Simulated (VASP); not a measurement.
# GaN: what each functional gives, and what it costs, part 2 of 7

Aim: compute the gap of GaN from the cheapest level upwards and hold each value against experiment. LASPH is on for some levels and off for others; the table marks which. The start is a cell from a database of measured crystal structures.

VASP 6.6.1, plane waves and PAW; the level of theory is named at each step.

Still holding for the runs below: Spin-orbit coupling is off here; it would split degenerate levels.

So far, least gap on mesh and path (eV): step 2 (bands, level LDA, k 5×5×3) 1.98.

The database entry behind the starting cell differs from later determinations by our own check (about 0.3 % short, ideal inner coordinate), so it need not match the best structure at ambient conditions.

## 3. Bands with PBE, k 5×5×3

This step: PBE; plane waves and PAW (Ga_d, N) (VASP 6.6.1).

PBE, the usual starting point, adds the gradient of the density.

INCAR

```
SYSTEM = GaN
PREC = Accurate
ENCUT = 520
EDIFF = 1E-06
NELM = 100
ISMEAR = 0
SIGMA = 0.02
LREAL = .FALSE.
ALGO = Normal
GGA = PE
NBANDS = 32
LORBIT = 11
LWAVE = .FALSE.
LCHARG = .FALSE.
KPAR = 8
```

POSCAR

```
GaN
1.0
    3.1800000000      0.0000000000      0.0000000000
   -1.5900000000      2.7539607840      0.0000000000
    0.0000000000      0.0000000000      5.1660000000
Ga N
2 2
Direct
    0.3333333333      0.6666666667      0.0000000000
    0.6666666667      0.3333333333      0.5000000000
    0.3333333333      0.6666666667      0.3750000000
    0.6666666667      0.3333333333      0.8750000000
```

KPOINTS

```
Automatic mesh
0
Gamma
5 5 3
0 0 0
```

KPOINTS_OPT

```
Line mode
16
Line-mode
Reciprocal
  0.00000000   0.00000000   0.00000000 GAMMA
  0.50000000   0.00000000   0.00000000 M

  0.50000000   0.00000000   0.00000000 M
  0.33333333   0.33333333   0.00000000 K

  0.33333333   0.33333333   0.00000000 K
  0.00000000   0.00000000   0.00000000 GAMMA

  0.00000000   0.00000000   0.00000000 GAMMA
  0.00000000   0.00000000   0.50000000 A

  0.00000000   0.00000000   0.50000000 A
  0.50000000   0.00000000   0.50000000 L

  0.50000000   0.00000000   0.50000000 L
  0.33333333   0.33333333   0.50000000 H

  0.33333333   0.33333333   0.50000000 H
  0.00000000   0.00000000   0.50000000 A

  0.50000000   0.00000000   0.50000000 L
  0.50000000   0.00000000   0.00000000 M

  0.33333333   0.33333333   0.00000000 K
  0.33333333   0.33333333   0.50000000 H
```

The projector-augmented-wave data sets are Ga_d and N (PBE family, release 64).

Launch:

```console
$ mpirun -np 8 vasp_std
```

Numbers of over 12 decimals in the logs are rounded to 6 here.

What it wrote:

```text
[banner, memory and clock lines left out]
running    8 mpi-ranks, on    1 nodes
 distrk:  each k-point on    1 cores,    8 groups
 distr:  one band on    1 cores,    1 groups

 POSCAR found type information on POSCAR GaN
 POSCAR found :  2 types and       4 ions
 [... a notice as in an earlier step ...]

 LDA part: xc-table for (Slater+PW92), standard interpolation
 POSCAR, INCAR and KPOINTS ok, starting setup
 FFT: planning ... GRIDC
 FFT: planning ... GRID_SOFT
 FFT: planning ... GRID
 WAVECAR not read
 entering main loop
       N       E                     dE             d eps       ncg     rms          rms(c)
DAV:   1     0.297765604415E+03    0.29777E+03   -0.16325E+04   808   0.212E+03
DAV:   2     0.136826883469E+02   -0.28408E+03   -0.25941E+03   648   0.500E+02
DAV:   3    -0.270762831730E+02   -0.40759E+02   -0.40168E+02   736   0.129E+02
DAV:   4    -0.283104191904E+02   -0.12341E+01   -0.12328E+01   768   0.254E+01
DAV:   5    -0.283316429206E+02   -0.21224E-01   -0.21223E-01   712   0.332E+00    0.110E+01
DAV:   6    -0.241996121440E+02    0.41320E+01   -0.68479E+00  1048   0.401E+01    0.315E+00
DAV:   7    -0.242773111459E+02   -0.77699E-01   -0.11808E+00   680   0.731E+00    0.268E+00
DAV:   8    -0.242745391185E+02    0.27720E-02   -0.12412E-01  1024   0.361E+00    0.115E+00
DAV:   9    -0.242584679789E+02    0.16071E-01   -0.30672E-02   992   0.271E+00    0.396E-01
DAV:  10    -0.242589272555E+02   -0.45928E-03   -0.49892E-03   688   0.371E-01    0.121E-01
DAV:  11    -0.242589104470E+02    0.16808E-04   -0.12037E-04  1160   0.186E-01    0.600E-02
DAV:  12    -0.242589202732E+02   -0.98262E-05   -0.78055E-05   840   0.699E-02    0.465E-02
DAV:  13    -0.242589120214E+02    0.82518E-05   -0.12949E-05   784   0.274E-02    0.100E-02
DAV:  14    -0.242589120001E+02    0.21293E-07   -0.23896E-06   680   0.798E-03
   1 F= -.24258912E+02 E0= -.24258912E+02  d E =-.574008E-44
 Start KPOINTS_OPT (optional k-point list driver)
k-point batch [1-10\144]
       N       E                     dE             ncg
DAV:   1     0.156845247959E+04   -0.20481E+04      824
DAV:   2    -0.115955860727E+04   -0.27280E+04      664
DAV:   3    -0.153194516686E+04   -0.37239E+03      760
DAV:   4    -0.154351147198E+04   -0.11566E+02      704
DAV:   5    -0.154370582646E+04   -0.19435E+00      808
DAV:   6    -0.154371309097E+04   -0.72645E-02      824
DAV:   7    -0.154371331119E+04   -0.22022E-03      864
DAV:   8    -0.154371331325E+04   -0.20592E-05      600
DAV:   9    -0.154371331331E+04   -0.62700E-07      512
[...]
k-point batch [141-144\144]
       N       E                     dE             ncg
DAV:   1     0.993945733622E+04   -0.54762E+04      288
DAV:   2     0.876151307194E+04   -0.11779E+04      264
DAV:   3     0.859453785418E+04   -0.16698E+03      304
DAV:   4     0.858877691916E+04   -0.57609E+01      288
DAV:   5     0.858869450943E+04   -0.82410E-01      312
DAV:   6     0.858869116104E+04   -0.33484E-02      352
DAV:   7     0.858869111838E+04   -0.42661E-04      320
DAV:   8     0.858869111812E+04   -0.25652E-06      256
```

The job ended after 9.2 s (8 MPI ranks of Intel Xeon 6975P-C (Granite Rapids), shared host; peak memory 1.4 GiB).

Parts of OUTCAR (step 3):

```text
 Found     10 irreducible k-points:

   NELECT =      36.0000    total number of electrons

 E-fermi :   5.6341

 k-point     1 :       0.0000    0.0000    0.0000
  band No.  band energies     occupation
    ...
     14       4.3769      2.00000
     15       4.3769      2.00000
     16       5.3794      2.00000
     17       5.4405      2.00000
     18       5.4405      2.00000
     19       7.4082      0.00000
     20       9.7323      0.00000
     21      14.6946      0.00000
     22      15.3475      0.00000
     23      15.3475      0.00000
    ...

 k-point     2 :       0.2000    0.0000    0.0000
  band No.  band energies     occupation
    ...
     14       2.1654      2.00000
     15       3.2578      2.00000
     16       3.6878      2.00000
     17       4.9508      2.00000
     18       5.1053      2.00000
     19       9.2887      0.00000
     20      11.2644      0.00000
     21      13.2688      0.00000
     22      14.2183      0.00000
     23      15.7673      0.00000
    ...

  Total        1.8578723      1.8578723      2.4340091      0.0000000      0.0000000     -0.0000000
  in kB       65.7941348     65.7941347     86.1972699      0.0000000      0.0000000     -0.0000000
  external PRESSURE =      72.5951798 kB  Pullay stress =       0.0000000 kB

 POSITION                                       TOTAL-FORCE (eV/Angst)
 -----------------------------------------------------------------------------------
     -0.00000      1.83597      0.00000         0.000000     -0.000000     -0.133634
      1.59000      0.91799      2.58300        -0.000000      0.000000     -0.133634
     -0.00000      1.83597      1.93725        -0.000000      0.000000      0.133634
      1.59000      0.91799      4.52025         0.000000     -0.000000      0.133634
 -----------------------------------------------------------------------------------
    total drift:                               -0.000001     -0.000001     -0.000210

  FREE ENERGIE OF THE ION-ELECTRON SYSTEM (eV)
  ---------------------------------------------------
  free  energy   TOTEN  =       -24.2589120001 eV

  energy  without entropy=      -24.2589120001  energy(sigma->0) =      -24.25891200

 total charge
# of ion       s       p       d       tot
------------------------------------------
    1        0.788   0.910  10.186  11.885
    2        0.788   0.910  10.186  11.885
    3        1.222   2.534   0.000   3.756
    4        1.222   2.534   0.000   3.756
--------------------------------------------------
tot          4.021   6.887  20.373  31.281

[... 9 parts as in an earlier step ...]

[... 5 further parts left out ...]
```

At this level the cell is under a pressure of 7.3 GPa, so at these settings it is away from equilibrium.

This step gave:

```yaml
scf_cycles: 14
free_energy_toten: -24.26 eV
fermi_energy: 5.634 eV
pressure: 7.260 GPa
least_gap_on_mesh_and_path: 1.968 eV
least_direct_gap_on_mesh_and_path: 1.968 eV
```

The electronic bands at the labelled points (eV, zero at the valence-band top; v1 is the highest filled band, c1 the lowest empty one):

```
    point     v4     v3     v2     v1    c1    c2    c3    c4
        Γ  -1.06  -0.06   0.00   0.00  1.97  4.29  9.25  9.91
        M  -4.28  -2.79  -2.27  -0.99  5.06  5.60  6.07  8.67
        K  -5.34  -3.05  -3.05  -2.72  5.12  7.87  7.87  8.44
        Γ  -1.06  -0.06   0.00   0.00  1.97  4.29  9.25  9.91
        A  -0.55  -0.55  -0.55  -0.55  4.29  4.29  8.53  8.53
        L  -1.96  -1.96  -1.93  -1.93  4.42  4.42  7.83  7.83
        H  -4.23  -4.23  -1.51  -1.51  6.48  6.48  7.33  7.33
        A  -0.55  -0.55  -0.55  -0.55  4.29  4.29  8.53  8.53
jump to L  -1.96  -1.96  -1.93  -1.93  4.42  4.42  7.83  7.83
        M  -4.28  -2.79  -2.27  -0.99  5.06  5.60  6.07  8.67
jump to K  -5.34  -3.05  -3.05  -2.72  5.12  7.87  7.87  8.44
        H  -4.23  -4.23  -1.51  -1.51  6.48  6.48  7.33  7.33
```

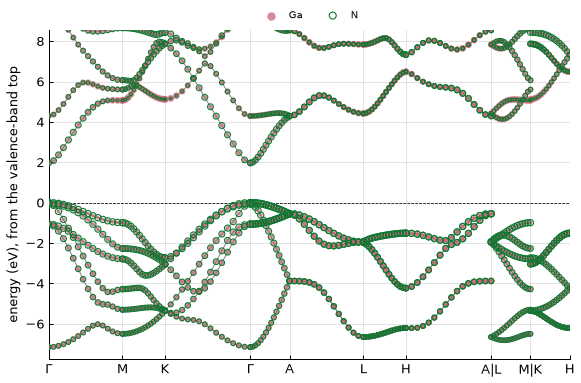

Electronic bands along the path; dots are coloured as in the legend, and their area grows with the weight.

Force by atom:

```
atom  x (eV/Å)  y (eV/Å)  z (eV/Å)   size
 Ga1     0.000     0.000    -0.134  0.134
 Ga2     0.000     0.000    -0.134  0.134
  N3     0.000     0.000     0.134  0.134
  N4     0.000     0.000     0.134  0.134
```

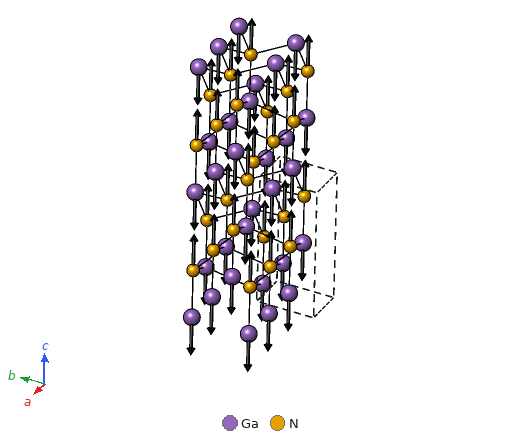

Force as arrows, the longest 0.134 eV/Å. 3×2×2 cells are drawn. Some periodic images of atoms are drawn too.

The gap is 1.97 eV, direct at Γ. Against LDA that is -0.01 eV; the cost is about the same. The direct gap lies -1.54 eV from the measured 3.50 eV.

## 4. Bands with r2SCAN, k 5×5×3

This step: r2SCAN; plane waves and PAW (Ga_d, N) (VASP 6.6.1).

r2SCAN adds the kinetic-energy density, costs more than a GGA and is run with LASPH.

Changes to INCAR since step 3:

```diff
@@ -9,3 +9,4 @@
 ALGO = Normal
-GGA = PE
+METAGGA = R2SCAN
+LASPH = .TRUE.
 NBANDS = 32
```

POSCAR is that of step 3.

KPOINTS is that of step 3.

KPOINTS_OPT is that of step 3.

Launch:

```console
$ mpirun -np 8 vasp_std
```

What it wrote:

```text
[banner, memory and clock lines left out]
running    8 mpi-ranks, on    1 nodes
[...]
[... a notice as in an earlier step ...]

 [... a notice as in an earlier step ...]

 LDA part: xc-table for (None), standard interpolation
 POSCAR, INCAR and KPOINTS ok, starting setup
[...]
entering main loop
       N       E                     dE             d eps       ncg     rms          rms(c)
DAV:   1     0.279684088065E+03    0.27968E+03   -0.16746E+04   808   0.218E+03
DAV:   2    -0.107425651782E+02   -0.29043E+03   -0.26538E+03   648   0.514E+02
DAV:   3    -0.523657505431E+02   -0.41623E+02   -0.41033E+02   744   0.132E+02
DAV:   4    -0.536445840525E+02   -0.12788E+01   -0.12776E+01   752   0.261E+01
[...]
DAV:  12    -0.437999004344E+02    0.24654E-05   -0.30164E-05   832   0.684E-02    0.995E-03
DAV:  13    -0.437998974235E+02    0.30110E-05   -0.32346E-06   728   0.121E-02    0.815E-03
DAV:  14    -0.437998975717E+02   -0.14825E-06   -0.54183E-07   512   0.622E-03
   1 F= -.43799898E+02 E0= -.43799898E+02  d E =-.852978E-36
 Start KPOINTS_OPT (optional k-point list driver)
k-point batch [1-10\144]
       N       E                     dE             ncg
DAV:   1     0.146339538490E+04   -0.21532E+04      824
DAV:   2    -0.135784696262E+04   -0.28212E+04      664
DAV:   3    -0.173821507862E+04   -0.38037E+03      760
DAV:   4    -0.174984443320E+04   -0.11629E+02      688
DAV:   5    -0.175003550043E+04   -0.19107E+00      824
DAV:   6    -0.175004282862E+04   -0.73282E-02      824
DAV:   7    -0.175004303410E+04   -0.20548E-03      864
DAV:   8    -0.175004303737E+04   -0.32653E-05      616
DAV:   9    -0.175004303744E+04   -0.68251E-07      528
[...]
k-point batch [141-144\144]
       N       E                     dE             ncg
DAV:   1     0.989949447537E+04   -0.55161E+04      288
DAV:   2     0.868178229004E+04   -0.12177E+04      256
DAV:   3     0.851022136625E+04   -0.17156E+03      312
DAV:   4     0.850456000430E+04   -0.56614E+01      288
DAV:   5     0.850447850799E+04   -0.81496E-01      320
DAV:   6     0.850447508147E+04   -0.34265E-02      336
DAV:   7     0.850447503409E+04   -0.47377E-04      344
DAV:   8     0.850447503376E+04   -0.33111E-06      248
```

It took 28 s on 8 MPI ranks; peak memory 1.5 GiB.

From OUTCAR (step 4):

```text
  Total        0.4274620      0.4274620      0.9435873      0.0000000      0.0000000      0.0000000
  in kB       15.1380102     15.1380102     33.4159178      0.0000000      0.0000000      0.0000000
  external PRESSURE =      21.2306461 kB  Pullay stress =       0.0000000 kB

 POSITION                                       TOTAL-FORCE (eV/Angst)
 -----------------------------------------------------------------------------------
     -0.00000      1.83597      0.00000        -0.000000      0.000000     -0.135897
      1.59000      0.91799      2.58300         0.000000     -0.000000     -0.135897
     -0.00000      1.83597      1.93725         0.000000      0.000000      0.135897
      1.59000      0.91799      4.52025         0.000000      0.000000      0.135897
 -----------------------------------------------------------------------------------
    total drift:                                0.000002      0.000004      0.049777

  FREE ENERGIE OF THE ION-ELECTRON SYSTEM (eV)
  ---------------------------------------------------
  free  energy   TOTEN  =       -43.7998975717 eV

  energy  without entropy=      -43.7998975717  energy(sigma->0) =      -43.79989757

[... 2 parts as in an earlier step ...]

[... 1 further part left out ...]
[key lines of the parts left out:]
E-fermi :   5.3477
```

The PAW data sets were made with PBE, which is usual practice but a small mismatch for other functionals. At this level the cell is under a pressure of 2.1 GPa, so at these settings it is away from equilibrium.

The electronic bands at the labelled points (eV, zero at the valence-band top; v1 is the highest filled band, c1 the lowest empty one):

```
    point     v4     v3     v2     v1    c1    c2     c3     c4
        Γ  -1.09  -0.06   0.00   0.00  2.37  4.83  10.00  10.59
        M  -4.36  -2.87  -2.29  -1.02  5.57  6.14   6.56   9.40
        K  -5.43  -3.11  -3.11  -2.79  5.55  8.56   8.56   9.08
        Γ  -1.09  -0.06   0.00   0.00  2.37  4.83  10.00  10.59
        A  -0.56  -0.56  -0.56  -0.56  4.79  4.79   9.23   9.23
        L  -2.02  -2.02  -1.98  -1.98  4.90  4.90   8.47   8.47
        H  -4.32  -4.32  -1.55  -1.55  7.07  7.07   7.87   7.87
        A  -0.56  -0.56  -0.56  -0.56  4.79  4.79   9.23   9.23
jump to L  -2.02  -2.02  -1.98  -1.98  4.90  4.90   8.47   8.47
        M  -4.36  -2.87  -2.29  -1.02  5.57  6.14   6.56   9.40
jump to K  -5.43  -3.11  -3.11  -2.79  5.55  8.56   8.56   9.08
        H  -4.32  -4.32  -1.55  -1.55  7.07  7.07   7.87   7.87
```

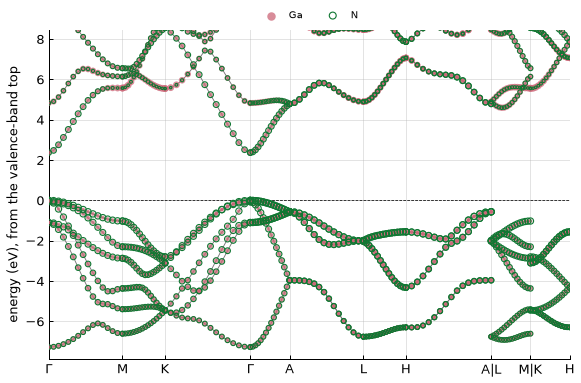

Electronic bands along the path; dots are coloured as in the legend, and their area grows with the weight.

The gap is 2.37 eV, direct at Γ. Against LDA that is +0.40 eV; this run took 3.2 times the core time. The direct gap lies -1.13 eV from the measured 3.50 eV.

## 5. Bands with TB-mBJ, k 5×5×3

This step: TB-mBJ; plane waves and PAW (Ga_d, N) (VASP 6.6.1).

TB-mBJ is a local potential fitted to gaps: it costs far less than a hybrid but gives no energy.

Changes to INCAR since step 4:

```diff
@@ -4,3 +4,3 @@
 EDIFF = 1E-06
-NELM = 100
+NELM = 150
 ISMEAR = 0
@@ -9,3 +9,3 @@
 ALGO = Normal
-METAGGA = R2SCAN
+METAGGA = MBJ
 LASPH = .TRUE.
```

POSCAR is that of step 4.

KPOINTS is that of step 4.

KPOINTS_OPT is that of step 4.

Launch:

```console
$ mpirun -np 8 vasp_std
```

What it wrote:

```text
[... set-up lines as in an earlier step ...]
 entering main loop
       N       E                     dE             d eps       ncg     rms          rms(c)
DAV:   1     0.521181308343E+03    0.52118E+03   -0.16176E+04   800   0.207E+03
DAV:   2     0.245771151337E+03   -0.27541E+03   -0.24956E+03   656   0.471E+02
DAV:   3     0.205967827467E+03   -0.39803E+02   -0.39208E+02   768   0.128E+02
DAV:   4     0.204730460481E+03   -0.12374E+01   -0.12363E+01   736   0.253E+01
[...]
DAV:  74     0.213089011656E+03    0.58219E-05   -0.97654E-12   320   0.335E-05    0.433E-06
DAV:  75     0.213089012960E+03    0.13035E-05    0.19618E-12   320   0.218E-05    0.237E-06
DAV:  76     0.213089013418E+03    0.45835E-06   -0.13676E-12   320   0.147E-05
   1 F= 0.21308901E+03 E0= 0.21308901E+03  d E =-.279614E-40
 Start KPOINTS_OPT (optional k-point list driver)
k-point batch [1-10\144]
       N       E                     dE             ncg
DAV:   1     0.189367194367E+04   -0.17229E+04      816
DAV:   2    -0.952783334667E+03   -0.28465E+04      672
DAV:   3    -0.132135847878E+04   -0.36858E+03      744
DAV:   4    -0.133275124004E+04   -0.11393E+02      720
DAV:   5    -0.133294313625E+04   -0.19190E+00      792
DAV:   6    -0.133295171937E+04   -0.85831E-02      872
DAV:   7    -0.133295195762E+04   -0.23825E-03      848
DAV:   8    -0.133295196188E+04   -0.42555E-05      648
DAV:   9    -0.133295196195E+04   -0.77168E-07      496
[...]
k-point batch [141-144\144]
       N       E                     dE             ncg
DAV:   1     0.100568011669E+05   -0.53588E+04      288
DAV:   2     0.884713801636E+04   -0.12097E+04      256
DAV:   3     0.868295309303E+04   -0.16418E+03      312
DAV:   4     0.867745966311E+04   -0.54934E+01      296
DAV:   5     0.867737648959E+04   -0.83174E-01      328
DAV:   6     0.867737324668E+04   -0.32429E-02      352
DAV:   7     0.867737323580E+04   -0.10881E-04      336
DAV:   8     0.867737323565E+04   -0.15449E-06      240
```

The job ended after 32 s (8 MPI ranks; peak memory 1.7 GiB).

Parts of OUTCAR (step 5):

```text
  Total     -225.9361990   -225.9361990   -225.6755635      0.0000000     -0.0000000      0.0000000
  in kB    -8001.2368619  -8001.2368617  -7992.0067934      0.0000000     -0.0000000      0.0000000
  external PRESSURE =   -7998.1601723 kB  Pullay stress =       0.0000000 kB

 POSITION                                       TOTAL-FORCE (eV/Angst)
 -----------------------------------------------------------------------------------
     -0.00000      1.83597      0.00000        -0.000000      0.000000      0.025623
      1.59000      0.91799      2.58300         0.000000      0.000000      0.025623
     -0.00000      1.83597      1.93725        -0.000000      0.000000     -0.025623
      1.59000      0.91799      4.52025         0.000000      0.000000     -0.025623
 -----------------------------------------------------------------------------------
    total drift:                               -0.000002     -0.000002      0.895784

  FREE ENERGIE OF THE ION-ELECTRON SYSTEM (eV)
  ---------------------------------------------------
  free  energy   TOTEN  =       213.0890134179 eV

  energy  without entropy=      213.0890134179  energy(sigma->0) =      213.08901342

[... 2 parts as in an earlier step ...]

[... 1 further part left out ...]
[key lines of the parts left out:]
E-fermi :   6.0530
```

This functional is a potential without an energy, so its energies, forces and stress mean nothing and are not read.

The electronic bands at the labelled points (eV, zero at the valence-band top; v1 is the highest filled band, c1 the lowest empty one):

```
    point     v4     v3     v2     v1    c1    c2     c3     c4
        Γ  -0.99  -0.04   0.00   0.00  3.15  5.73  10.70  11.38
        M  -3.92  -2.60  -2.00  -0.93  6.52  6.88   7.35  10.16
        K  -4.85  -2.78  -2.78  -2.49  6.50  9.28   9.28   9.77
        Γ  -0.99  -0.04   0.00   0.00  3.15  5.73  10.70  11.38
        A  -0.50  -0.50  -0.50  -0.50  5.51  5.51   9.94   9.94
        L  -1.82  -1.82  -1.79  -1.79  5.78  5.78   9.26   9.26
        H  -3.84  -3.84  -1.41  -1.41  7.84  7.84   8.62   8.62
        A  -0.50  -0.50  -0.50  -0.50  5.51  5.51   9.94   9.94
jump to L  -1.82  -1.82  -1.79  -1.79  5.78  5.78   9.26   9.26
        M  -3.92  -2.60  -2.00  -0.93  6.52  6.88   7.35  10.16
jump to K  -4.85  -2.78  -2.78  -2.49  6.50  9.28   9.28   9.77
        H  -3.84  -3.84  -1.41  -1.41  7.84  7.84   8.62   8.62
```

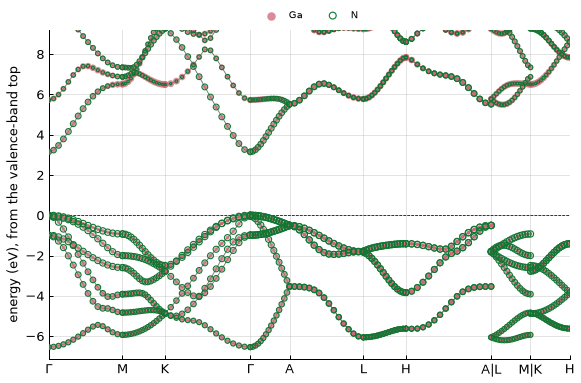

Electronic bands along the path; dots are coloured as in the legend, and their area grows with the weight.

The gap is 3.15 eV, direct at Γ. Against LDA that is +1.17 eV; this run took 3.6 times the core time. The direct gap lies -0.35 eV from the measured 3.50 eV.

(Part 2 of 7 ends here.)

[Lines on the potential files, build, host, timing and source positions are cut from VASP's logs without a mark.]

[Logs are printed without paths, hosts, clocks, repeated set-up lines and the standing remarks that a program may print on its own settings, such as how far it seeks lower states.]

[Hosts, paths, dates, database ids (printed as entryN), source tags and the programs' standing remarks are cut or masked in the printed files.]

[A measured line is paired with the nearest computed mode of its activity, which favours agreement.]
